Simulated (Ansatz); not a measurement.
# HfSi$_{2}$: what the fields show

The calculation's input:

```
crystal:
  lattice:
    - [1.7748373123, -6.8850755482, 0.0]
    - [1.7748373123, 6.8850755482, 0.0]
    - [0.0, 0.0, 3.5405727976]
  atoms:
    - { symbol: Hf, position: [0.8963484208, 0.1036515792, 0.25] }
    - { symbol: Hf, position: [0.1036515792, 0.8963484208, 0.75] }
    - { symbol: Si, position: [0.5565393365, 0.4434606635, 0.25] }
    - { symbol: Si, position: [0.4434606635, 0.5565393365, 0.75] }
    - { symbol: Si, position: [0.2501602288, 0.7498397712, 0.25] }
    - { symbol: Si, position: [0.7498397712, 0.2501602288, 0.75] }
basis:
  ecutwfc: 420
kpoints:
  mp_grid: { grid: [10, 10, 10] }
hamiltonian:
  xc: pbe
scf:
  occupations: { method: gaussian, width: 0.1 }
output:
  forces: true
  stress: true
  eigenvalues: true
  write_density: true
  write_potential: true
  elf: true
  volumetric_format: npy
relax:
  adjacent_minimum: "off"
  f_tol: 0.01
  max_steps: 30
  cell: { stress_tol: 0.1, fix: [volume] }
```

Run with:

```sh
ansatz run input.yaml --threads 2 --pin off --max-ram 5120MiB --backend cpu --events-out ev --progress --plain --runs-dir out
```

Below, planes, directions and counts refer to the conventional cell (a = 3.56 Å, b = 13.69 Å, c = 3.55 Å, α = 90.00°, β = 90.00°, γ = 90.00°).

The fields are those of the run's last geometry, not of the input's.

Space group Cmcm; changed on purpose from its base cell (volume × 0.88, shape and atoms relaxed); computed pressure about 21 GPa in this cell.

The calculation used DFT PBE, scalar-relativistic, plane waves, PAW (Ansatz).

The density is the valence pseudo-density of a PAW calculation; it isn't the true density close to the nuclei.

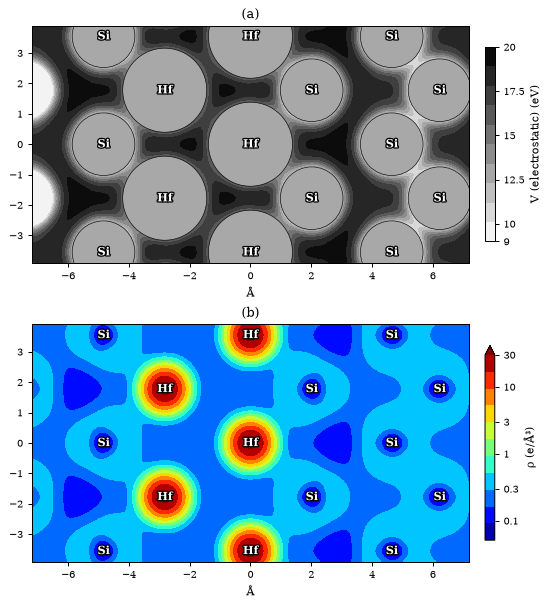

Figure 1. (a) electrostatic potential energy of an electron; (b) valence electron density on the (100) plane of the conventional cell. Grey discs cover the atomic cores in the potential map.

**Describe what can be read from this map.**

The section cuts through Hf and Si sites.
Si–Si (2.37 Å): the density is about 0.46 e/Å³ at the midpoint.
Hf–Si (2.69 Å): the density is about 0.34 e/Å³ at the midpoint.
Between the atoms the lowest density in this plane is 0.09 e/Å³.
Outside the cores the potential energy rises away from the atoms and is highest about 1.8 Å from the nearest atoms; its zero is arbitrary.

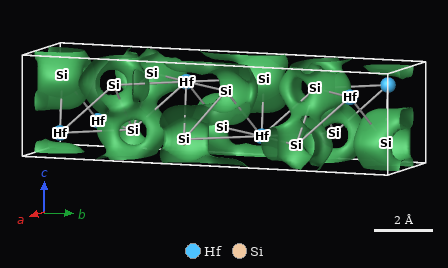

Figure 2. Isosurface of the electron localisation function at 0.65 (green), seen slightly off an axis. Core shells and regions of very low density are left out. Sticks mark near contacts.

**Where are the electrons localised?**

The surface consists of channels that run through the cell in one direction and sheets that run through the cell in two directions, counted in one cell of 12 atoms. Regions shared between cells count once. Along the contacts the grid gives the following. Si–Si (2.37 Å): the ELF peaks at about 0.70 between the atoms. Hf–Si (2.59 Å): the ELF peaks at about 0.75 in the valence shell of Si, 0.9 Å from its nucleus, and is about 0.35 at the midpoint.

**Does the calculation give a band gap?**

It is metallic or semimetallic at this level of theory: no gap opens.
